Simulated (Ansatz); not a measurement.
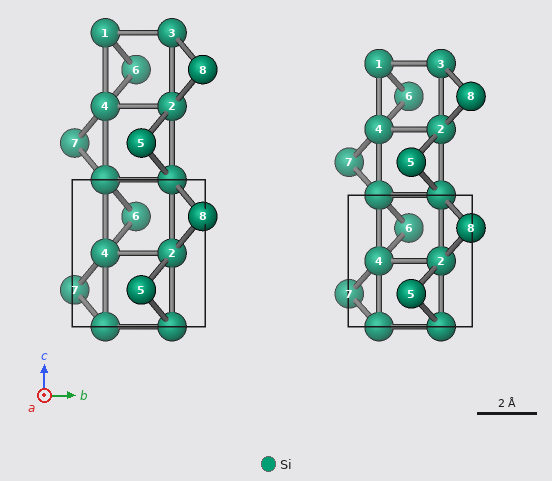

Two geometries of solid Si (a generated structure, set up in Pbcm) (coarse preliminary run), drawn at one scale. One is the start of a relaxation, the other its converged end. A ball-and-stick model of the cell of the calculation, repeated 1 × 1 × 2 with one cell outlined, seen along the a axis.

These are results of DFT PBE, scalar-relativistic, plane waves, PAW (Ansatz 0.2.0), not measurements. (plane-wave cutoff 420 eV; k-point mesh 4 × 4 × 4; occupations gaussian; smearing width 0.1 eV; no spin polarisation; cell and atoms relaxed; force threshold 0.04 eV/Å; at most 70 steps)

Question: Which one is relaxed?

Answer: The left one is the relaxed one. Over 6 accepted moves (8 points after the start) the energy falls by 2.468 eV per cell of the calculation. The largest force component goes from 0.76 to 0.0072 eV/Å. The pressure goes from 32.86 to 0.13 GPa. The line search rejected the trial step at point 5 of the run. The SCF was repeated once at an unchanged geometry on a basis and grid sized afresh for the cell, which shifted the energy by 16.5 meV per cell of the calculation at most. The largest moves relative to the cell, 0.088 Å, are those of Si5, Si6, Si7 and Si8. Si8 goes along [3 −2 0]. The drawn cell changes as follows: a 5.544 → 5.690 Å (+2.6 %), b 4.268 → 4.584 Å (+7.4 %), c 4.523 → 5.051 Å (+11.7 %); the volume changes by +23.1 %. Among the contacts that change: Si1–Si4 2.261 → 2.525 Å, Si5–Si6 2.447 → 2.657 Å, Si1–Si6 2.360 → 2.553 Å, Si1–Si3 2.362 → 2.493 Å. Bond angles that change, for instance: Si7–Si8–Si7 135.1° → 143.8°, Si6–Si8–Si6 132.9° → 141.3°, Si6–Si8–Si7 83.0° → 87.9°. The space group stays Pbcm (No. 57). The run took 31 s on 1 thread of Arm Neoverse V2, on a shared host, peak memory 0.37 GiB.
